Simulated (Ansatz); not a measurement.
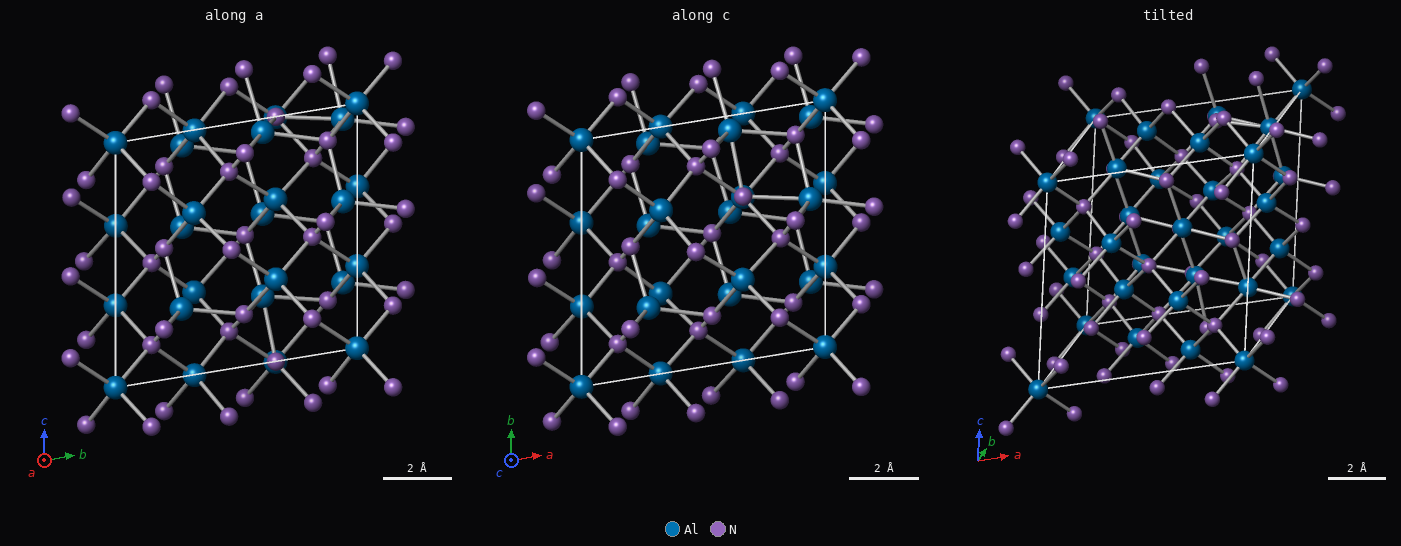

The crystal in a ball-and-stick representation, seen along the a axis, along the c axis and slightly off an axis. The wireframe shows the simulation cell. Some neighbours outside the box are added.

Characterise what is shown.

The compound is Al₁₈N₁₉. Content of the cell: 18 Al, 19 N (Z = 1). The bonds build a three-dimensional framework.

It derives from a structure listed in the Materials Project, repeated into a supercell with a point defect put in. The atoms were relaxed in a fixed cell with DFT PBE, scalar-relativistic, plane waves, PAW (Ansatz 0.2.0).
